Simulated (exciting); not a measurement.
# HfN: 6 runs along one coordinate

System: HfN (Fm-3m, 2 atoms in the cell).
Method: Kohn-Sham DFT of a periodic cell, PBE, all-electron LAPW+lo, shipped species files, no spin polarisation (exciting sodium).

The 6 runs differ only in the geometry, by an even scaling of the cell at fixed fractional positions. The structure derives from an entry of the Crystallography Open Database.

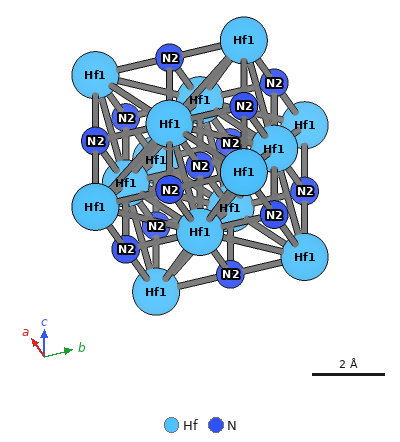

Figure 1. The structure of run 4 (ball-and-stick view of the cell 4 times as large as that of the calculation, set on its symmetry axes, seen at an oblique angle; atoms are numbered from 1 in the order of the input).

**Input of run 4**
```
<input>
  <title>HfN</title>
  <structure speciespath="./" tshift="false">
    <crystal scale="1">
      <basevect>0.000000000000 4.263222137156 4.263222137156</basevect>
      <basevect>4.263222137156 0.000000000000 4.263222137156</basevect>
      <basevect>4.263222137156 4.263222137156 0.000000000000</basevect>
    </crystal>
    <species speciesfile="Hf.xml" rmt="2.3">
      <atom coord="0.000000000000 0.000000000000 0.000000000000"/>
    </species>
    <species speciesfile="N.xml" rmt="1.45">
      <atom coord="0.500000000000 0.500000000000 0.500000000000"/>
    </species>
  </structure>
  <groundstate do="fromscratch" ngridk="10 10 10" rgkmax="7.5" gmaxvr="14" lmaxapw="10" lmaxmat="10" lmaxvr="8" xctype="GGA_PBE" stype="Fermi Dirac" swidth="0.00183747" nempty="14" ValenceRelativity="iora*" epsengy="1e-05" epspot="1e-05" maxscl="60" tforce="true" outputlevel="normal"/>
</input>
```

Command:
```bash
OMP_NUM_THREADS=1 exciting_smp
```

Run 3 has the same physical settings and fractional positions; its lattice vectors (Å) are:
```
   0.000000    2.240859    2.240859
   2.240859    0.000000    2.240859
   2.240859    2.240859    0.000000
```

**Results, with one run withheld**

| run | volume per atom (Å³) | free energy per atom, from the lowest run given (meV) |
| --- | --- | --- |
| 1 | 10.793 | 76.91 |
| 2 | 11.023 | 43.23 |
| 3 | 11.252 | ? |
| 4 | 11.482 | 5.91 |
| 5 | 11.712 | 0.00 |
| 6 | 12.171 | 10.36 |

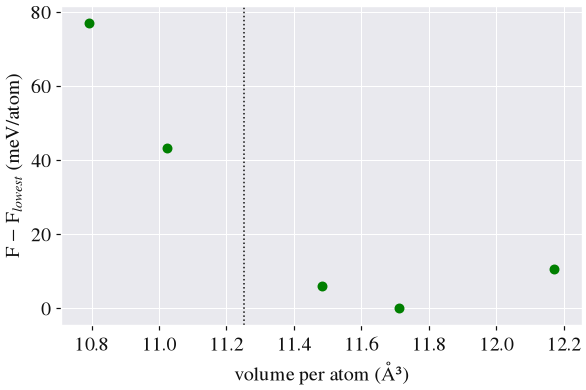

Figure 2. Free energy per atom of the runs given; the dotted line marks run 3.

What should run 3 give?

A cubic polynomial in V^(−2/3) (the Birch–Murnaghan form), fitted to the 5 runs given, misses them by at most 0.07 meV per atom. With x = V^(−2/3) − 0.19721 Å⁻², it reads F = 8.8769 + 4593.1 x + 5.8338e+05 x² + 2.9766e+05 x³ (meV per atom). At run 3 it gives 19.98 meV per atom, and the run itself gives 19.90. The fit has its minimum at 11.770 Å³ per atom, where V d²F/dV² gives 262 GPa: the bulk modulus at this level, since symmetry fixes the shape and the positions.

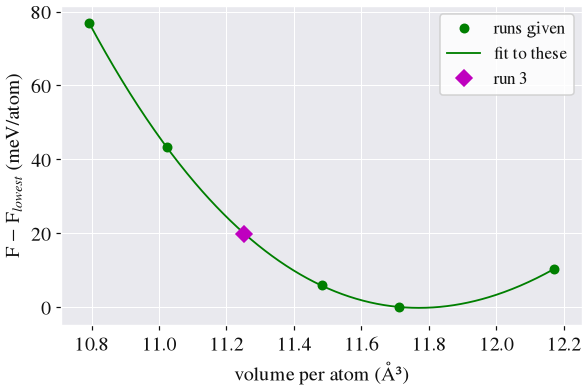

Figure 3. The fit and the withheld run.

**Some lines of the output (run 3)**
```
[...]
 DOS at Fermi energy (states/Ha/cell)       :        21.89758851
 Absolute change in total energy   (target) :  0.304268E-03  ( 0.100000E-04)
 Total energy                               :    -15152.71774336
 DOS at Fermi energy (states/Ha/cell)       :        21.89759922
 Absolute change in total energy   (target) :  0.257257E-04  ( 0.100000E-04)
 Total energy                               :    -15152.71774150
 Fermi energy                               :         0.57358208
 DOS at Fermi energy (states/Ha/cell)       :        21.89759752
 Absolute change in total energy   (target) :  0.185618E-05  ( 0.100000E-04)
 Total energy                               :    -15152.71774254
 DOS at Fermi energy (states/Ha/cell)       :        21.89759758
 Absolute change in total energy   (target) :  0.104044E-05  ( 0.100000E-04)
 Total energy                               :    -15152.71774083
 DOS at Fermi energy (states/Ha/cell)       :        21.89759714
```

Notes: Spin–orbit coupling is left out, which matters for Hf. The cell holds an odd number of electrons but the run has no spin polarisation, so it comes out as a metal.
